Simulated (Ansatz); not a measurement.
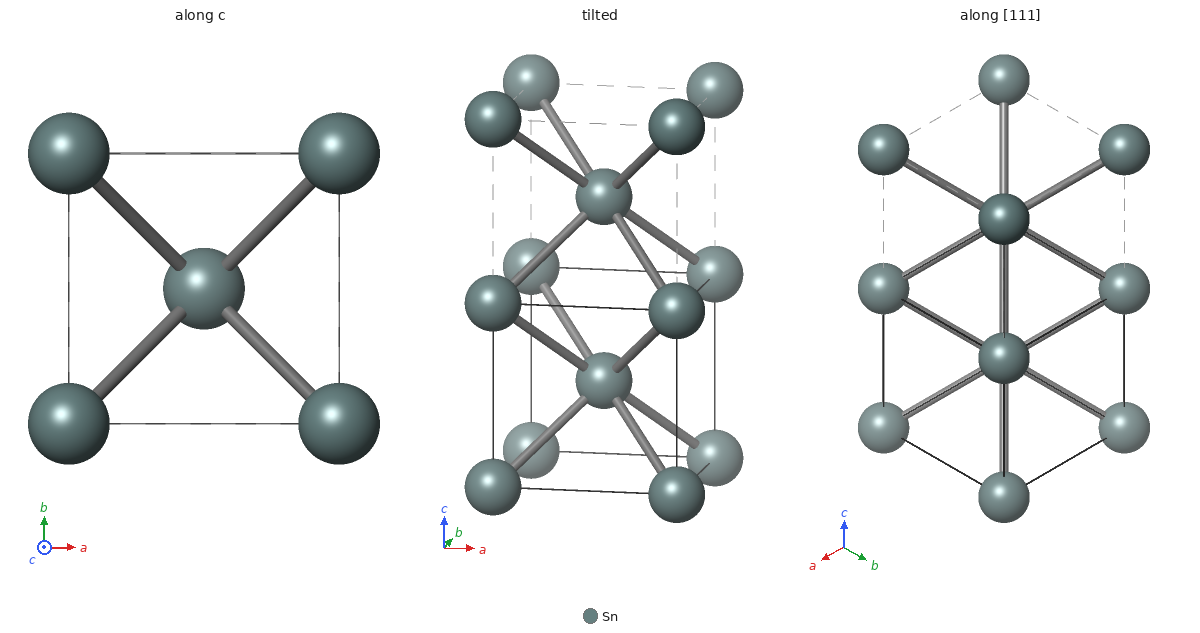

We look at a ball-and-stick model of the crystal along the c axis, slightly off an axis and along [111]. The drawing covers 1×1×2 cells, and the solid lines enclose one conventional unit cell. Cell: a = 3.846 Å, b = 3.846 Å, c = 3.846 Å, α = 90.00°, β = 90.00°, γ = 90.00°.

- The element is tin.
- Space group: Im-3m (No. 229). Lattice: body-centred cubic.
- The prototype is body-centred cubic (W type).
- The cell holds two atoms.
- Each Sn has eight Sn in a cubic arrangement at about 3.3 Å.
- The bonds build a three-dimensional framework.

The initial geometry was a structure listed in the Materials Project. The cell was then strained or its atoms displaced on purpose. It was run through Ansatz as a DFT input.
